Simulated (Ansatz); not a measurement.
## Electronic structure of Be₂Se₃ in real space

```
Be Se
1.0
     3.70901    0.00044   -0.01943
     1.85363    3.28571   -0.04191
     0.16452    0.98136   17.13413
Be Se
4 6
Direct
  0.68851 0.92034 0.64558
  0.39530 0.91799 0.14549
  0.26210 0.28544 0.85532
  0.45158 0.28143 0.35526
  0.00213 0.27723 0.60618
  0.72636 0.27491 0.10613
  0.60709 0.59903 0.89377
  0.79152 0.59503 0.39377
  0.31719 0.94682 0.74933
  0.73757 0.94308 0.24918
```

Space group P1; a generated structure, not necessarily the stable one.

Theory: DFT PBE, scalar-relativistic, plane waves, PAW in Ansatz.

In a PAW calculation such maps are meaningful between the atoms, not at the nuclei.

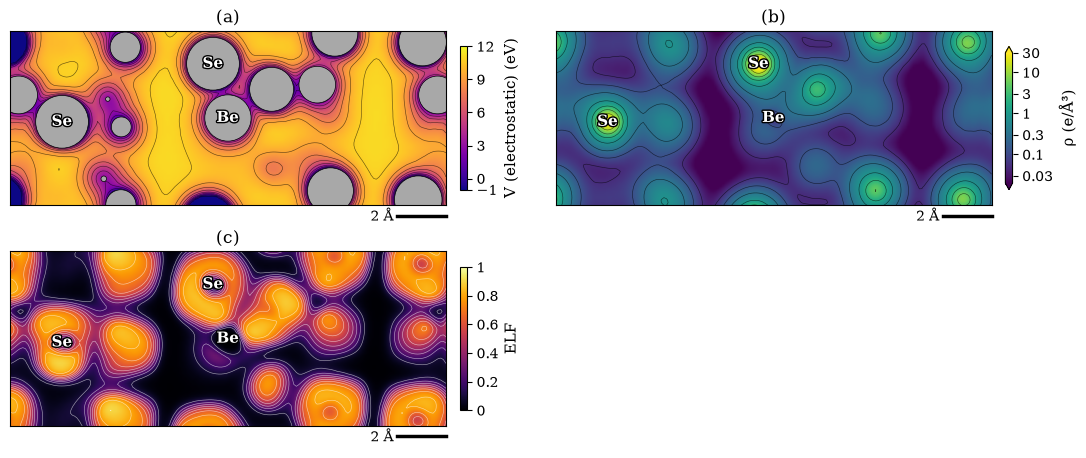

Figure 1. (a) electrostatic potential energy of an electron; (b) valence electron density; (c) electron localisation function on the (11̄0) plane of the conventional cell. Grey discs cover the atomic cores in the potential map.

> What do the fields say about this system?

The section cuts through Be and Se sites. Atoms just off the plane (Be, 0.5 Å away and Se, 0.5 Å away) can leave unmarked features too. Be–Se (2.31 Å): ρ is about 0.51 e/Å³ halfway; the ELF peaks at about 0.85 between the atoms; a polar covalent bond. Between the atoms the lowest density in this plane is 0.006 e/Å³. Outside the cores the potential energy rises away from the atoms and is highest about 2.3 Å from the nearest atoms; its zero is arbitrary.

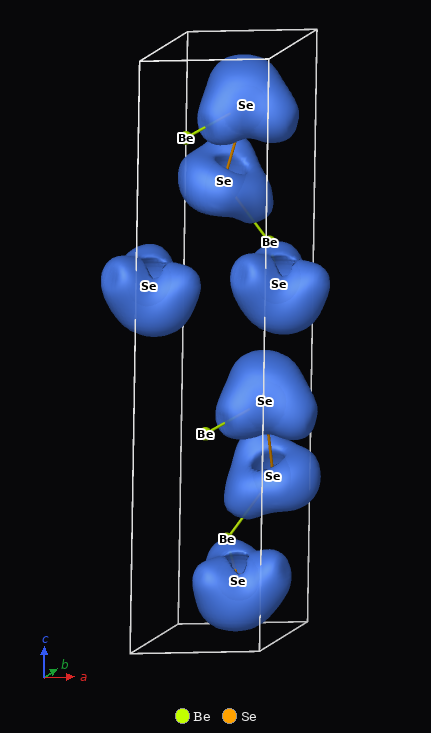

Figure 2. Isosurface of the ELF at 0.7 (blue), seen slightly off an axis. Core shells and regions of very low density are left out. Sticks mark near contacts.

> Describe the localisation domains.

The surface consists of six regions wrapped around Se (the valence shell of each), counted in one cell of 10 atoms. Regions shared between cells count once.


Be–Se (2.22 Å): the ELF is about 0.85 at the midpoint. Se–Se (2.70 Å): the ELF is about 0.45 at the midpoint.

> How much charge does the calculation move between the atoms?

Electrons move from Be towards Se. Bader charges: Be +1.57 and Se −1.19 to −0.77 e.

> Metal or insulator at this level of theory?

It is gapped, with a Kohn–Sham gap of 1.0 eV on the k-point mesh (the band edges may lie off the mesh, which would make the gap smaller).
